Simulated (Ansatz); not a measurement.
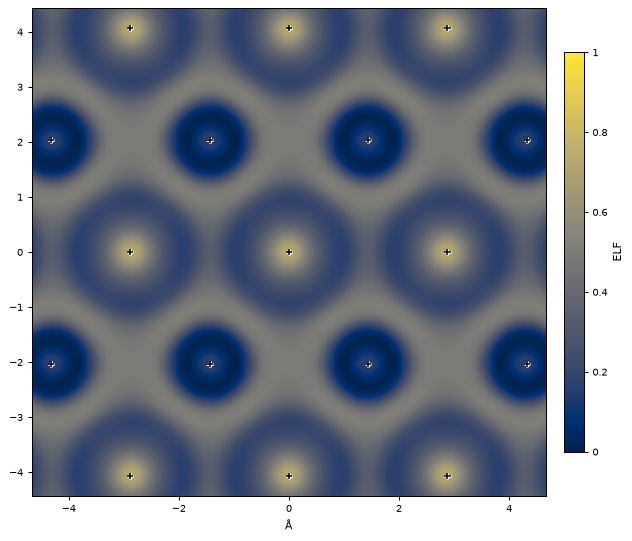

The ELF on a plane through atoms (crosses mark nuclei in the plane).

Theory: Kohn-Sham DFT of a periodic cell, PBE, Ansatz PAW (Ansatz).

Candidates:
A. HgTe, a = 6.43 Å, b = 6.43 Å, c = 6.43 Å, α = 90.00°, β = 90.00°, γ = 90.00°. Space group F-43m; computed pressure about 5 GPa in this cell.
B. AlNi, a = 2.88 Å, b = 2.88 Å, c = 2.88 Å, α = 90.00°, β = 90.00°, γ = 90.00°. Space group Pm-3m; the program warned that a starting moment wasn't kept; spin-polarised, but the moments vanished.

Q: Which candidate gave the map?

A: Candidate B: AlNi on the (011̄) plane of the conventional cell, which holds Ni and Al. Al–Ni (2.50 Å): the ELF is about 0.40 at the midpoint.
